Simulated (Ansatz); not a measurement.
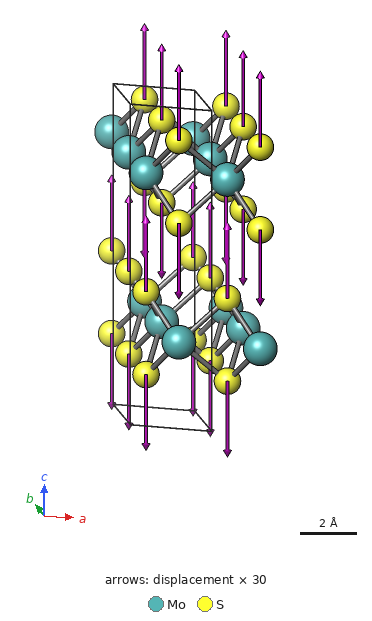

A relaxation of solid MoS2 (set up in P6_3/mmc). The starting structure is drawn; purple arrows show the displacements (the part carried along by the change of the cell is left out), 30 times their true length.

Style: ball-and-stick. Shown: the cell of the calculation, repeated 2 × 3 × 1 with one cell outlined, slightly off an axis.

Case: relaxed at 12 GPa.

These are results of DFT PBE, scalar-relativistic, plane waves, PAW (Ansatz), not measurements.

Input file:
```yaml
crystal:
  lattice:
    - [3.0681281473, 0.0, 0.0]
    - [-1.5340640736, 2.6570769176, 0.0]
    - [0.0, 0.0, 11.8150036947]
  atoms:
    - { symbol: Mo, position: [0.6666666667, 0.3333333333, 0.25] }
    - { symbol: Mo, position: [0.3333333333, 0.6666666667, 0.75] }
    - { symbol: S, position: [0.6666666667, 0.3333333333, 0.6209743383] }
    - { symbol: S, position: [0.3333333333, 0.6666666667, 0.3790256617] }
    - { symbol: S, position: [0.6666666667, 0.3333333333, 0.8790256617] }
    - { symbol: S, position: [0.3333333333, 0.6666666667, 0.1209743383] }
basis:
  ecutwfc: 420
kpoints:
  mp_grid: { grid: [12, 12, 4] }
hamiltonian:
  xc: pbe
scf:
  occupations: { method: gaussian, width: 0.02 }
output:
  forces: true
  stress: true
  eigenvalues: true
relax:
  adjacent_minimum: "off"
  f_tol: 0.008
  max_steps: 50
  cell: { stress_tol: 0.08, p_target: 12.0 }
```

Launched with:
```bash
ansatz run input.yaml --threads 1 --pin off --max-ram 2560MiB --backend cpu --events-out ev --progress --plain --runs-dir out
```

### Atoms of which element are displaced furthest, and by how much?

Sulfur: up to 0.094 Å, against 0.000 Å for molybdenum.

### What did the optimiser do to the structure, and how much energy did it gain?

The energy falls by 0.115 eV per cell of the calculation in 4 accepted moves (5 points after the start). With the target pressure of 12 GPa, the enthalpy E + pV changes by −0.229 eV per cell of the calculation. The largest force component goes from 1.4 to 0.00037 eV/Å. The pressure goes from 19.38 to 11.99 GPa. At 1 point the geometry stayed and the basis and grid were re-selected for the new cell (energy shift of 0.2 meV per cell of the calculation at most each time). The largest moves relative to the cell, 0.094 Å, are those of S3, S4, S5 and S6. S5 goes along +c. Mo stays in place. Cell: a = b 3.068 → 3.093 Å (+0.8 %), c 11.815 → 11.440 Å (−3.2 %). Volume −1.6 %. Among the contacts that change: Mo1–S4 2.337 → 2.378 Å, Mo1–Mo1 3.068 → 3.093 Å. The space group stays P6_3/mmc (No. 194). The run took 30 s on 1 thread of Intel(R) Xeon(R) 6975P-C (Granite Rapids), on a shared host, peak memory 0.5 GiB.

Limits of the set-up: layers or molecules are held without a dispersion correction, so their spacing is unreliable.
